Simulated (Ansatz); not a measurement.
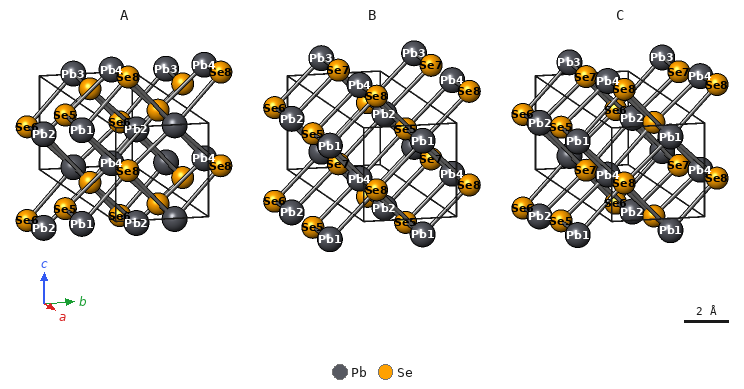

3 geometries from one relaxation of a crystal of PbSe (set up in Pnma), in shuffled order. The picture is a ball-and-stick view of the cell of the calculation, seen slightly off an axis.

Method: DFT, PBE, plane-wave PAW, default files, scalar-relativistic in Ansatz 0.2.0. (plane-wave cutoff 420 eV; k-point mesh 3 × 8 × 8; occupations fermi dirac; smearing width 0.01 eV; no spin polarisation; atoms relaxed in a fixed cell; force threshold 0.02 eV/Å; at most 60 steps)

Order the frames from highest to lowest energy.

A, C, B. They are steps 0, 3, 6, at +25.9 meV per atom, +6.3 meV per atom relative to the last. Over 6 geometry steps the energy falls by 25.9 meV per atom. The largest force component goes from 0.083 to 0.0051 eV/Å. The largest moves, 0.89 Å, are those of Se5, Se6, Se7 and Se8. Se8 goes along −c. By element the largest moves are Se 0.89 Å, Pb 0.73 Å. The lattice vectors keep their values. Some distances before and after: Pb1–Se8 3.268 → 3.150 Å, Pb1–Se8 (another image) 3.011 → 3.124 Å, Pb1–Se5 2.878 → 2.950 Å. Among the angles between lasting bonds that change: Pb2–Se7–Pb2 95.5° → 91.0°, Se7–Pb2–Se7 95.5° → 91.0°, Se7–Pb2–Se7 86.0° → 90.0°. The space group stays Pnma (No. 62). The run took 7.7 min on 1 thread of Arm Neoverse V1 (shared host), peak memory 1 GiB.
